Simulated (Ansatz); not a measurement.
# Gap against strain: armchair BP nanoribbon (N = 9, H edges)

**Method.** Ansatz 0.2.0, plane waves with PAW datasets, PBE, Fermi-Dirac smearing of 0.05 eV, no spin-orbit coupling. The period is scaled from its relaxed value of 5.580 Å and the atoms relax, within the symmetry of the start, at each strain ε (in %); gaps, in eV, are read on a band path.

```
period (Å)  energy (eV a cell)  place of the conduction minimum (Γ = 0, Z = 1)   ε     gap
     5.357              +0.491                                            0.00  −4  0.9537
     5.580               0.000                                            0.00   0    1.06
     5.692              +0.114                                            0.00   2   1.121
     5.803              +0.446                                            0.00   4   1.183
     5.915              +0.979                                            0.00   6   1.249
```

One run is withheld: period (Å) = 5.469, with ε = −2. Fit a straight line gap = a + b × ε to the 5 rows shown and predict it.

**Fit.** The means are 1.6 for ε and 1.113 for gap. The sum of products of deviations is 1.747 and the sum of squares in ε is 59.2, so b = 1.747 / 59.2 = 0.02951 and a = 1.113 − (0.02951) × 1.6 = 1.066. The residuals' standard deviation, with 3 degrees of freedom, is σ = 0.0064.

**Prediction.** gap = 1.066 + (0.02951) × −2 = 1.007. The run gave 1.004, so the prediction less the run is +0.0033. The standard error of a prediction there, σ√(1 + 1/5 + (−2 − 1.6)²/59.2), is 0.0076, and the miss is 0.43 times that, for a point between the fitted rows. With so few rows σ is itself uncertain.

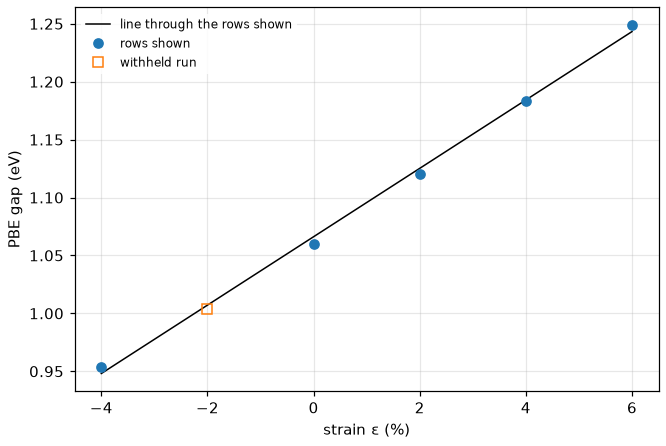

The fitted line, the rows shown and the withheld run.

The gap widens at every step from compression to tension.

**Limits.** Kohn-Sham gaps of a wire among periodic images, which in a check on one flat ribbon (7 Å apart) lowered the gap by 0.2 eV and flattened the slope; the slope b × 100 is a mean deformation potential of the gap, in eV per unit strain. Between neighbouring runs it lies between 2.5 and 3.3 eV. The unstrained row comes from a denser mesh than the others, which shifts its energy a little. Series of this kind are told only where this holds: a gap at every strain (compound wires with polar facets were set aside first). 88 of 101 did.

[Logs are printed without paths, hosts, clocks, repeated set-up lines and the standing remarks that a program may print on its own settings, such as how far it seeks lower states.]
